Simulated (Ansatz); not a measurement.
# Run report: Li₁₂H, geometry relaxation

System: Li₁₂H (defect cell, 13 atoms in the cell).
Method: DFT LDA, scalar-relativistic, plane waves, PAW, no spin polarisation (Ansatz 0.2.0).

The structure derives from a Materials Project entry. It belongs to a series of runs on one base structure; here: start relaxed.

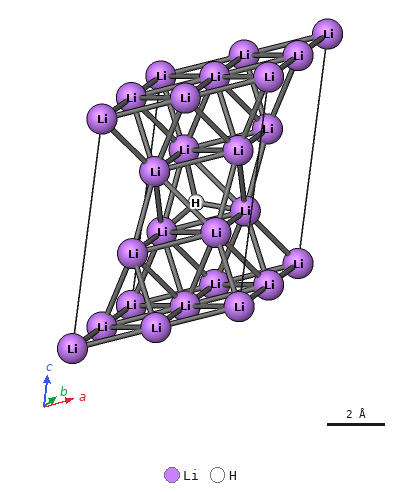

The input geometry (ball-and-stick view of the reduced cell, seen slightly off an axis).

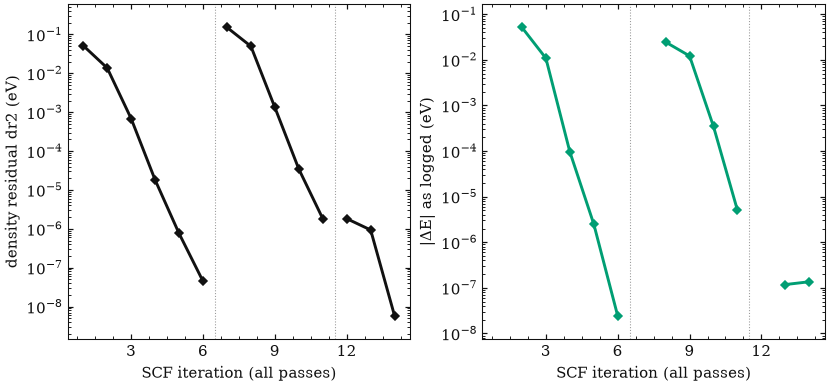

Convergence of the self-consistent field: density residual dr2 and size of the energy change against the SCF iteration. The dotted lines part the SCF passes of the relaxation: geometry steps, rejected trials and re-solves on a re-selected basis. The passes take 6, 5 and 3 iterations.

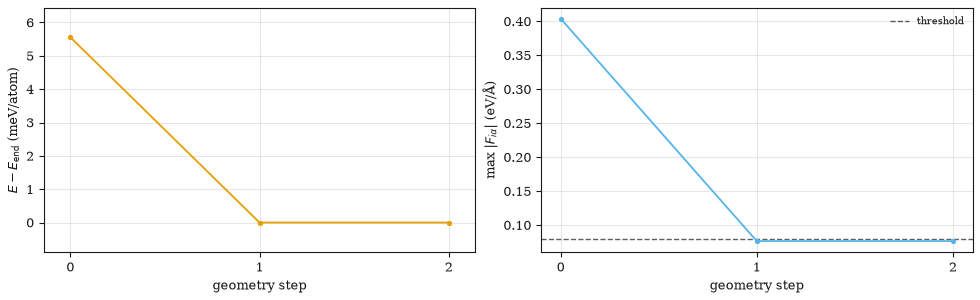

Progress of the relaxation, step by step (the first geometry is step 0 here and step 1 in the log).

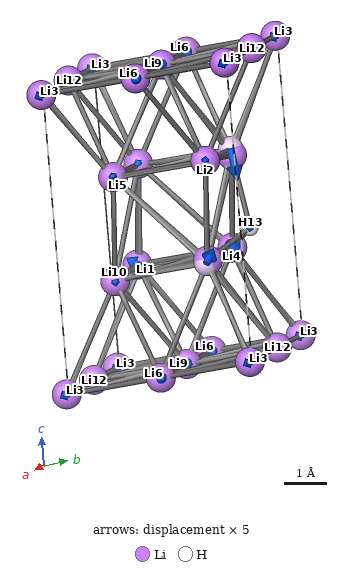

Start (faint) and end (solid) with the displacements as blue arrows, magnified 5 times (ball-and-stick view of the reduced cell, seen slightly off an axis). Li11 moves most: 0.16 Å. By element the largest moves are Li 0.16 Å, H 0.03 Å. The cell doesn't change. Distances before and after: Li4–Li11 3.083 → 2.853 Å, Li7–Li11 3.083 → 2.855 Å, Li1–Li11 3.083 → 2.869 Å, Li4–Li7 3.079 → 3.216 Å. Among the angles that change: Li1–H13–Li11 108.8° → 106.6°. The energy falls by 5.6 meV per atom in 2 geometry steps. Largest force component: 0.4 eV/Å at the start, 0.076 eV/Å at the end. (Atoms are counted from 1 in the order of the input.)

These pictures come from the run below.

## Input file
```yaml
crystal:
  lattice:
    - [-3.078673, -1.777473, 7.456478]
    - [3.078673, -1.777473, 7.456478]
    - [0.0, 3.554945, 7.456478]
  atoms:
    - { symbol: Li, position: [0.7770279, 0.7770279, 0.7770279] }
    - { symbol: Li, position: [0.2229721, 0.2229721, 0.2229721] }
    - { symbol: Li, position: [0.0, 0.0, 0.0] }
    - { symbol: Li, position: [0.2770279, 0.2770279, 0.7770279] }
    - { symbol: Li, position: [0.7229721, 0.7229721, 0.2229721] }
    - { symbol: Li, position: [0.5, 0.5, 0.0] }
    - { symbol: Li, position: [0.2770279, 0.7770279, 0.2770279] }
    - { symbol: Li, position: [0.7229721, 0.2229721, 0.7229721] }
    - { symbol: Li, position: [0.5, 0.0, 0.5] }
    - { symbol: Li, position: [0.7770279, 0.2770279, 0.2770279] }
    - { symbol: Li, position: [0.2229721, 0.7229721, 0.7229721] }
    - { symbol: Li, position: [0.0, 0.5, 0.5] }
    - { symbol: H, position: [0.1293882, 0.6393347, 0.6378427] }
basis:
  ecutwfc: 420.0
kpoints:
  mp_grid: { grid: [3, 3, 3] }
hamiltonian:
  xc: lda
scf:
  occupations: { method: fermi_dirac, width: 0.15 }
  lower_state_search: "off"
relax:
  f_tol: 0.08
  max_steps: 25
  adjacent_minimum: "off"
```

Run as:
```bash
ansatz run input.yaml --threads 1 --pin off --max-ram 3072MiB --backend cpu --events-out ev --progress --plain --runs-dir out
```

## The program's output
```
band count auto-derived: 33 (N_el = 37.0; filled up to band 19; 32 by the electrons, moments and atoms)
Engine: ansatz 0.2.0, x86_64-unknown-linux-gnu
Pseudopotentials: kind: paw
Pseudopotential: Li, paw, valence charge 3, recommended cutoff 420 eV (normal), Li.paw.azcp
Pseudopotential: H, paw, valence charge 1, recommended cutoff 420 eV (normal), H.paw.azcp
Functional definition: SPW92
  exchange = slater_x
  correlation = pw_c
Crystal: 13 atoms, lattice volume = 244.823 Å³
Basis set: ecut = 420 eV, 4783 PW (Γ)
Bands: 33, of which v1, the nominal top of the filled ones, is band 19 counted from 1 (18 counted from 0)
Symmetry: 1 space group operations
Space group: P1 (ITA 1), of the structure as read, at distance tolerance 6.3e-5 Å
k-points: 14 of 27 (time reversal used)
Non-local potential: Li, projectors of the file, l = 0: 3, l = 1: 2, l = 2: 1
Non-local potential: H, projectors of the file, l = 0: 2, l = 1: 1
PAW form: soft (Blöchl's): semilocal exchange-correlation on the pseudo side does not see the compensation charge
PAW one-centre angular grid: Li, 110 points (default); XC on 64 Gauss nodes
PAW one-centre angular grid: H, 110 points (default); XC on 64 Gauss nodes
Initial density: superposition of atomic densities (neutral atoms: chi_scale 0, normalization atom), corrected by the library's trained network
Initial wavefunctions: pseudopotential atomic-orbital guess
Functional: x = slater, c = lda
SCF iter   1: F=—  HF=-2435.907298 eV  |F-HF|=—  |Δ(HF+E_count)|=         —  Δρ=5.69e-3  dr2=5.15e-2  ethr=1.77e-3  ⟨swp⟩=9.9  Hψ=2725  notcnv=0  defer=2
preconditioner: auto → Kerker (q_TF=auto, 1.991 Å⁻¹)  [metal: Δε(μ)=0.015 eV  Ē_g=4.748 eV  σ=0.150 eV  W_gap=0.02  n_scr=28 (ndim 8)  ℏωp=8.6 eV  f_vac=0.000  D(μ)=6.48/eV (n_scr^D=34)]
SCF iter   2: F=—  HF=-2435.855746 eV  |F-HF|=—  |Δ(HF+E_count)|=   5.16e-2  Δρ=2.60e-3  dr2=1.37e-2  ethr=1.39e-4  ⟨swp⟩=2.2  Hψ=810  notcnv=0  defer=2
SCF iter   3: F=—  HF=-2435.844804 eV  |F-HF|=—  |Δ(HF+E_count)|=   1.09e-2  Δρ=3.30e-4  dr2=6.83e-4  ethr=3.71e-5  ⟨swp⟩=2.0  Hψ=651  notcnv=0  defer=2
iter 4 did not close the SCF: its close was put off for the readings that it lacked (scf_convergence_deferred on its scf_iter line)
SCF iter   4: F=-2435.844702 eV  HF=-2435.844707 eV  |F-HF|=5.48e-6  |Δ(HF+E_count)|=   9.68e-5  Δρ=5.66e-5  dr2=1.81e-5  ethr=1.85e-6  ⟨swp⟩=1.9  Hψ=478  notcnv=0  defer=3
iter 5 did not close the SCF: its close was put off for the readings that it lacked (scf_convergence_deferred on its scf_iter line)
SCF iter   5: F=-2435.844705 eV  HF=-2435.844705 eV  |F-HF|=1.49e-7  |Δ(HF+E_count)|=   2.51e-6  Δρ=1.34e-5  dr2=7.60e-7  ethr=4.88e-8  ⟨swp⟩=2.1  Hψ=500  notcnv=0  defer=3
SCF iter   6: F=-2435.844705 eV  HF=-2435.844705 eV  |F-HF|=1.83e-8  |Δ(HF+E_count)|=   2.42e-8  Δρ=2.57e-6  dr2=4.48e-8  ethr=2.05e-9  ⟨swp⟩=1.0  Hψ=1023  notcnv=0
SCF 1 converged in 6 iterations: F = -2435.844705 eV  dr2 = 4.48e-8
  greatest PAW one-centre occupation: 1.000 electrons in one spin orbital (limit 2), on the Li atom at site 0 (counted from 0), in its partial waves of l = 0
relax step   1: F+E_penalty+E_count = -2435.84470464 eV  Δ(F+E_penalty+E_count) = +0.000e0 eV  max|allowed force component| = 4.040e-1 eV/Å  Δτ_max = 0.0000 Å  (6 SCF iters, dr2 threshold 1.00e-4 eV, accepted)
Initial density: handed on by an earlier stage of this run
Initial wavefunctions: those handed on with the density
iter 1 solved again at ethr=3.99e-4 eV; its pass at ethr=3.10e-3 eV (dr2=1.48e-1 eV) is discarded
SCF iter   1: F=—  HF=-2435.954048 eV  |F-HF|=—  |Δ(HF+E_count)|=         —  Δρ=4.56e-3  dr2=1.52e-1  ethr=3.99e-4  ⟨swp⟩=1.0  Hψ=1889  notcnv=0  defer=10
preconditioner: auto → Kerker (q_TF=auto, 1.991 Å⁻¹)  [metal: Δε(μ)=0.083 eV  Ē_g=4.870 eV  σ=0.150 eV  W_gap=0.14  n_scr=28 (ndim 8)  ℏωp=8.6 eV  f_vac=0.000  D(μ)=6.64/eV (n_scr^D=46)]
SCF iter   2: F=—  HF=-2435.929485 eV  |F-HF|=—  |Δ(HF+E_count)|=   2.46e-2  Δρ=2.27e-3  dr2=4.96e-2  ethr=3.99e-4  ⟨swp⟩=1.0  Hψ=452  notcnv=0  defer=10
SCF iter   3: F=—  HF=-2435.917328 eV  |F-HF|=—  |Δ(HF+E_count)|=   1.22e-2  Δρ=4.67e-4  dr2=1.33e-3  ethr=1.34e-4  ⟨swp⟩=2.0  Hψ=577  notcnv=0  defer=10
SCF iter   4: F=—  HF=-2435.916982 eV  |F-HF|=—  |Δ(HF+E_count)|=   3.46e-4  Δρ=7.00e-5  dr2=3.45e-5  ethr=3.59e-6  ⟨swp⟩=2.0  Hψ=523  notcnv=0  defer=10
SCF iter   5: F=-2435.916976 eV  HF=-2435.916977 eV  |F-HF|=4.12e-7  |Δ(HF+E_count)|=   5.03e-6  Δρ=1.86e-5  dr2=1.83e-6  ethr=2.76e-8  ⟨swp⟩=4.0  Hψ=1131  notcnv=0
SCF 2 converged in 5 iterations: F = -2435.916976 eV  dr2 = 1.83e-6
  greatest PAW one-centre occupation: 1.000 electrons in one spin orbital (limit 2), on the Li atom at site 10 (counted from 0), in its partial waves of l = 0
relax step   2: F+E_penalty+E_count = -2435.91697613 eV  Δ(F+E_penalty+E_count) = -7.227e-2 eV  max|allowed force component| = 7.641e-2 eV/Å  Δτ_max = 0.1639 Å  (5 SCF iters, dr2 threshold 1.02e-5 eV, accepted)
iter 1 solved again at ethr=4.95e-9 eV; its pass at ethr=3.10e-3 eV (dr2=1.83e-6 eV) is discarded
SCF iter   1: F=—  HF=-2435.916977 eV  |F-HF|=—  |Δ(HF+E_count)|=         —  Δρ=1.86e-5  dr2=1.83e-6  ethr=4.95e-9  ⟨swp⟩=1.5  Hψ=1274  notcnv=0  defer=10
preconditioner: auto → Kerker (q_TF=auto, 1.991 Å⁻¹)  [metal: Δε(μ)=0.039 eV  Ē_g=4.822 eV  σ=0.150 eV  W_gap=0.06  n_scr=28 (ndim 8)  ℏωp=8.6 eV  f_vac=0.000  D(μ)=6.66/eV (n_scr^D=46)]
SCF iter   2: F=—  HF=-2435.916976 eV  |F-HF|=—  |Δ(HF+E_count)|=   1.18e-7  Δρ=1.31e-5  dr2=9.35e-7  ethr=4.95e-9  ⟨swp⟩=1.0  Hψ=449  notcnv=0  defer=10
SCF iter   3: F=-2435.916976 eV  HF=-2435.916976 eV  |F-HF|=2.95e-9  |Δ(HF+E_count)|=   1.36e-7  Δρ=9.62e-7  dr2=5.75e-9  ethr=2.70e-10  ⟨swp⟩=2.6  Hψ=1248  notcnv=0
SCF 3 converged in 3 iterations: F = -2435.916976 eV  dr2 = 5.75e-9
relax step   3: F+E_penalty+E_count = -2435.91697629 eV  Δ(F+E_penalty+E_count) = -1.594e-7 eV  max|allowed force component| = 7.641e-2 eV/Å  Δτ_max = 0.0000 Å  (3 SCF iters, accepted)
SCF converged after 3 iterations
Free energy (F): -2435.916976 eV
Harris-Foulkes:  -2435.916976 eV  (|F-HF|=2.95e-9)
Internal energy: -2435.444796 eV  (E = F + TS)
E sigma→0 (E₀):  -2435.680886 eV
Entropy (-TS):   -0.472180 eV (-36.322 meV/atom)
Fermi energy:    0.858720 eV
--- Per-component energies (eV) ---
  E_band       = -1081.896129
  E_kinetic    = 268.709340
  E_local      = -1610.155835  (includes V_loc(G=0)·N_el)
  E_nonlocal   = -395.624423
  E_hartree    = 479.070303
  E_xc         = -127.579888
  E_vxc        = -166.274817  (∫ρ·V_xc dr)
  E_paw        = -222.109440  (= ΣΔE_a)
  E_vpaw       = -136.689662  (= ΣTr[D̂ρ^β])
  E_aug_tail   = -0.001005  (compensation charges beyond the density's cutoff)
  E_ewald      = -827.753849
  E_smearing   = -0.472180  (= −TS)
  E_closure    = 0.000000  (closes the sum)
  Σ components = -2435.916976   (vs F -2435.916976, Δ=0.00e0)
--- Forces (eV/Å), atoms counted from 1 ---
  atom   1  Li     0.07641096     0.04335876    -0.02204436
  atom   2  Li     0.00301577     0.00147914    -0.00013171
  atom   3  Li     0.00756383     0.00436366    -0.00441073
  atom   4  Li    -0.04896580     0.03364855    -0.01815301
  atom   5  Li    -0.00427520     0.00409492     0.00123619
  atom   6  Li    -0.00787360     0.00459124    -0.00546429
  atom   7  Li     0.00530206    -0.06459240    -0.01906318
  atom   8  Li     0.00163480    -0.00540218     0.00109357
  atom   9  Li     0.00004218    -0.00906763    -0.00532170
  atom  10  Li     0.00141779     0.00058449     0.00135237
  atom  11  Li     0.00648915     0.00265818    -0.02774325
  atom  12  Li     0.00074195     0.00030089     0.04059459
  atom  13  H     -0.04150924    -0.01601990     0.05805617
  max |Σ_I F_I| component: 5.34e-6 eV/Å
--- Relaxed structure (3 steps of the walk, 3 accepted, 0 SCFs on fresh bases) ---
  F+E_penalty+E_count = -2435.91697629 eV   max|allowed force component| = 7.641e-2 eV/Å
  atoms:
    - { symbol: Li, position: [0.791050030330204, 0.7737528367657637, 0.7738403218346329] }
    - { symbol: Li, position: [0.2226612855073881, 0.2250369571474162, 0.22510501081235948] }
    - { symbol: Li, position: [0.008404784878603612, -0.005046933408606858, -0.005191794281321248] }
    - { symbol: Li, position: [0.2725418057161789, 0.2947346976277235, 0.7721036494142443] }
    - { symbol: Li, position: [0.7259177804531667, 0.7214481012709939, 0.22544340605692537] }
    - { symbol: Li, position: [0.4946303172531967, 0.5078992060966738, -0.004527925893787865] }
    - { symbol: Li, position: [0.2727885758825266, 0.7722645110718038, 0.2942304456411302] }
    - { symbol: Li, position: [0.7258589742918561, 0.22531590266296864, 0.7216277019348198] }
    - { symbol: Li, position: [0.49452955288623046, -0.004484112294249332, 0.5079748924152325] }
    - { symbol: Li, position: [0.7758094196096366, 0.27521886799957984, 0.2753202153492203] }
    - { symbol: Li, position: [0.2158806938132028, 0.7155057239687508, 0.7155491298488499] }
    - { symbol: Li, position: [-0.00040424608725514455, 0.5005140603473968, 0.5003818998822023] }
    - { symbol: H, position: [0.1297192254650646, 0.6371748807437858, 0.6359857469854918] }
```

## Trajectory as extended XYZ (Å, eV, eV/Å), 3 frames, from step=1 to step=3
```
13
Lattice="-3.0787 -1.7775 7.4565 3.0787 -1.7775 7.4565 0.0000 3.5549 7.4565" Properties=species:S:1:pos:R:3:forces:R:3 step=1 energy=-2435.84470
Li    0.0000    0.0000   17.3817   -0.1635  -0.0949   0.1035
Li    0.0000    0.0000    4.9878    0.0081   0.0046   0.0319
Li    0.0000    0.0000    0.0000   -0.0450  -0.0264  -0.0176
Li    0.0000    1.7775    9.9252    0.2283  -0.1278   0.1248
Li    0.0000   -1.7775   12.4442   -0.0119   0.0071   0.0313
Li    0.0000   -1.7775    7.4565    0.0438  -0.0232  -0.0174
Li    1.5393   -0.8887    9.9252    0.0039   0.2521   0.1221
Li   -1.5393    0.8887   12.4442    0.0003  -0.0132   0.0313
Li   -1.5393    0.8887    7.4565    0.0021   0.0500  -0.0174
Li   -1.5393   -0.8887    9.9252   -0.0005  -0.0002  -0.0339
Li    1.5393    0.8887   12.4442    0.0055   0.0022  -0.4040
Li    1.5393    0.8887    7.4565    0.0012   0.0005  -0.0113
H     1.5700    0.9011   10.4880   -0.0723  -0.0309   0.0566
13
Lattice="-3.0787 -1.7775 7.4565 3.0787 -1.7775 7.4565 0.0000 3.5549 7.4565" Properties=species:S:1:pos:R:3:forces:R:3 step=2 energy=-2435.91698
Li   -0.0533   -0.0304   17.4380    0.0764   0.0434  -0.0220
Li    0.0073    0.0045    5.0167    0.0029   0.0014  -0.0001
Li   -0.0414   -0.0244   -0.0137    0.0076   0.0044  -0.0044
Li    0.0683    1.7365    9.9871   -0.0490   0.0337  -0.0181
Li   -0.0138   -1.7712   12.4733   -0.0042   0.0040   0.0012
Li    0.0409   -1.7981    7.4416   -0.0080   0.0046  -0.0055
Li    1.5377   -0.8116    9.9863    0.0053  -0.0646  -0.0190
Li   -1.5410    0.8747   12.4732    0.0016  -0.0053   0.0011
Li   -1.5363    0.9348    7.4417    0.0000  -0.0092  -0.0053
Li   -1.5412   -0.8894    9.8899    0.0014   0.0006   0.0013
Li    1.5382    0.8882   12.2803    0.0065   0.0027  -0.0278
Li    1.5422    0.8899    7.4601    0.0008   0.0003   0.0406
H     1.5623    0.8978   10.4605   -0.0415  -0.0160   0.0580
13
Lattice="-3.0787 -1.7775 7.4565 3.0787 -1.7775 7.4565 0.0000 3.5549 7.4565" Properties=species:S:1:pos:R:3:forces:R:3 step=3 energy=-2435.91698
Li   -0.0533   -0.0304   17.4380    0.0764   0.0434  -0.0220
Li    0.0073    0.0045    5.0167    0.0030   0.0015  -0.0001
Li   -0.0414   -0.0244   -0.0137    0.0076   0.0044  -0.0044
Li    0.0683    1.7365    9.9871   -0.0490   0.0336  -0.0182
Li   -0.0138   -1.7712   12.4733   -0.0043   0.0041   0.0012
Li    0.0409   -1.7981    7.4416   -0.0079   0.0046  -0.0055
Li    1.5377   -0.8116    9.9863    0.0053  -0.0646  -0.0191
Li   -1.5410    0.8747   12.4732    0.0016  -0.0054   0.0011
Li   -1.5363    0.9348    7.4417    0.0000  -0.0091  -0.0053
Li   -1.5412   -0.8894    9.8899    0.0014   0.0006   0.0014
Li    1.5382    0.8882   12.2803    0.0065   0.0027  -0.0277
Li    1.5422    0.8899    7.4601    0.0007   0.0003   0.0406
H     1.5623    0.8978   10.4605   -0.0415  -0.0160   0.0581
```

## Summary

| quantity | value |
| --- | --- |
| outcome | converged |
| electrons treated | 37 |
| free energy | −2435.9170 eV |
| Fermi energy | 0.859 eV |
| final volume | 244.82 Å³ |
| largest force (length of the vector) at the end | 0.091 eV/Å |
| hardware | 1 thread of Intel Xeon (Granite Rapids), 16 GiB of memory available, shared host |
| wall time | 9 s |
| peak memory | 0.48 GiB |
